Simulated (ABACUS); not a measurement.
**MnO2: band-structure run (part 3 of 3)**

MnO2 (P6₃/mmc, 6 atoms in the cell); Kohn-Sham DFT of a periodic cell, r2SCAN, SG15 ONCV 1.2 PBE, spin-polarised (ABACUS 3.10.1); cutoff 1523.84 eV, 7×7×2 k-mesh, fermi-dirac of 0.05 eV, collinear spins. The structure derives from a Materials Project entry.

Geometry of the input (Å; fractional positions):
```
2.8550  0.0000  0.0000
-1.4275  2.4725  0.0000
0.0000  0.0000  10.2217
Mn 0.0000  0.0000  0.5000
Mn 0.0000  0.0000  0.0000
O  0.6667  0.3333  0.4069
O  0.6667  0.3333  0.0931
O  0.3333  0.6667  0.5931
O  0.3333  0.6667  0.9069
```

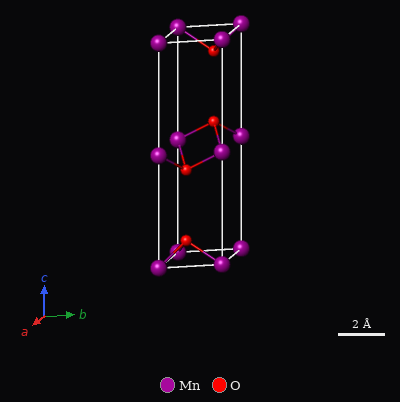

**Figure 1.** The structure (ball-and-stick view of the cell of the calculation, seen at an oblique angle). An atom can appear more than once, as a periodic image.

**Key numbers**

| quantity | value |
| --- | --- |
| outcome | converged |
| space group (tolerance 0.01 Å) | P6₃/mmc (194) |
| electrons treated | 54 |
| free energy | −7159.7201 eV |
| Fermi energy | 6.926 eV |
| gap on the k-point mesh | 2.01 eV |
| net moment of the cell | 6.00 μB |
| integrated absolute moment | 6.63 μB |
| pressure | 1.31 GPa |
| largest force (length of the vector) | 0.042 eV/Å |
| hardware | 4 threads of AMD EPYC 7571, 176 GiB of memory available, shared host |
| wall time | 18 min (CPU time 71 min) |
| peak memory | 1.3 GiB |

Semilocal DFT without U tends to delocalise the d electrons of such compounds and to underestimate the gap.
